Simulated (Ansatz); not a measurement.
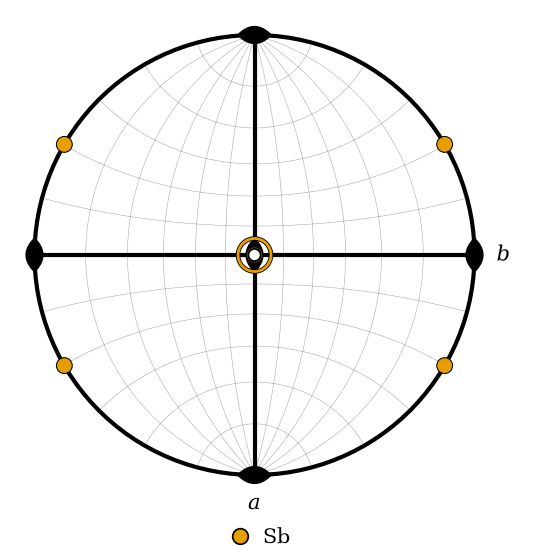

For GaSb, the input geometry of an electronic-structure calculation (not necessarily at equilibrium): directions from one gallium atom at (0, 0, 0) to its bonded neighbours, in stereographic projection down c (filled: above the plane of the page or in it, open: below). Symmetry computed with spglib at a tolerance of 0.002 Å; standard conventional cell.

Neighbours are counted up to 3.18 Å for Sb. The symmetry elements of the site are drawn in: heavy lines are mirror planes (a heavy rim: a mirror in the plane of the page); lens, triangle, square and hexagon are 2-, 3-, 4- and 6-fold axes, a lens in an open square is −4, a triangle in an open hexagon −6; thin dashed diameters join the ends of axes that lie in the page; a small open circle marks inversion.

```
Ga Sb
1.0
     3.11180    0.00000    0.00000
     0.00000    5.35001    0.00000
     0.00000    0.00000    5.78663
Ga Sb
2 2
Cartesian
  0.0000 0.0000 0.0000
  1.5559 2.6750 2.8933
  0.0000 0.0000 2.8933
  1.5559 2.6750 0.0000
```

Question: How many neighbours are there, and at what angles?

Answer: 6: 2 Sb at 2.89 Å, 4 Sb at 3.09 Å. Angles between bonds: 60° (2×), 90° (8×), 120° (2×), 180° (3×).

Question: What is the site's symmetry in the crystal?

Answer: Point group mmm (D2h), order 8: three twofold axes, three mirror planes, an inversion centre. In No. 71, Immm this is Wyckoff position 2a.
